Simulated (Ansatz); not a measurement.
The calculation's input:

```
crystal:
  lattice:
    - [0.0, 2.1138, 2.1138]
    - [2.1138, 0.0, 2.1138]
    - [2.1138, 2.1138, 0.0]
  atoms:
    - { symbol: Li, position: [0.0, 0.0, 0.0] }
    - { symbol: H, position: [0.5, 0.5, 0.5] }
basis:
  ecutwfc: 420
kpoints:
  mp_grid: { grid: [10, 10, 10] }
hamiltonian:
  xc: pbe
scf:
  occupations: { method: gaussian, width: 0.05 }
output:
  forces: true
  stress: true
  eigenvalues: true
  write_density: true
  write_potential: true
  elf: true
  volumetric_format: npy
```

Run with:

```sh
ansatz run input.yaml --threads 1 --pin off --max-ram 2560MiB --backend cpu --events-out ev --progress --plain --runs-dir out
```

Below, planes, directions and counts refer to the conventional cell (a = 4.23 Å, b = 4.23 Å, c = 4.23 Å, α = 90.00°, β = 90.00°, γ = 90.00°).

Space group Fm-3m; changed on purpose from its base cell (strain +0.040 along x and y, +0.040 along z, atoms carried along); computed pressure about −4 GPa in this cell.

These are results of DFT PBE, scalar-relativistic, plane waves, PAW (Ansatz), not measurements.

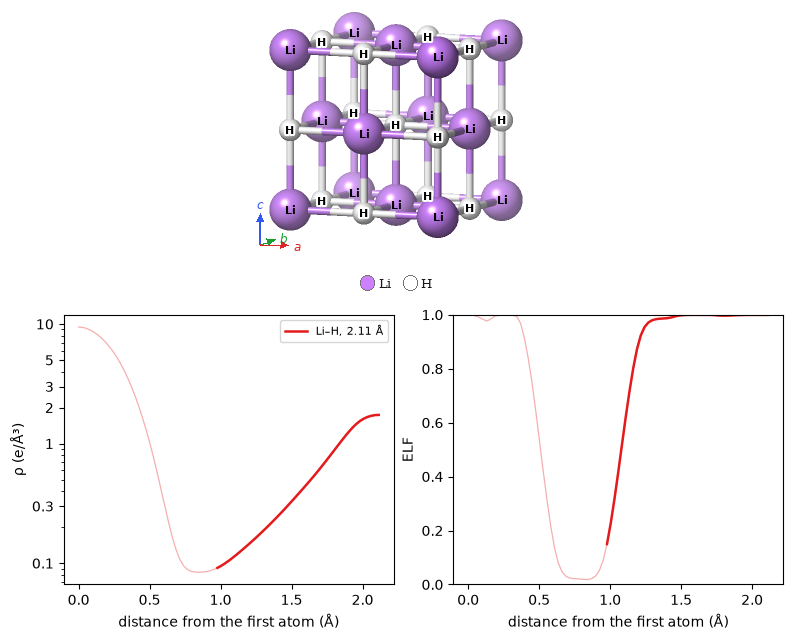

LiH. Valence pseudo-density and electron localisation function along straight lines between neighbouring atoms. Thin, pale parts lie inside the atomic spheres. The structure is drawn too.

The density is the valence pseudo-density of a PAW calculation; it isn't the true density close to the nuclei.

Question: What can be read from the curves?

Answer: Li–H (2.11 Å): ρ is about 0.1 e/Å³ halfway; the ELF climbs to about 1 towards the hydrogen; a hydride-like H with a filled shell, bound largely ionically.
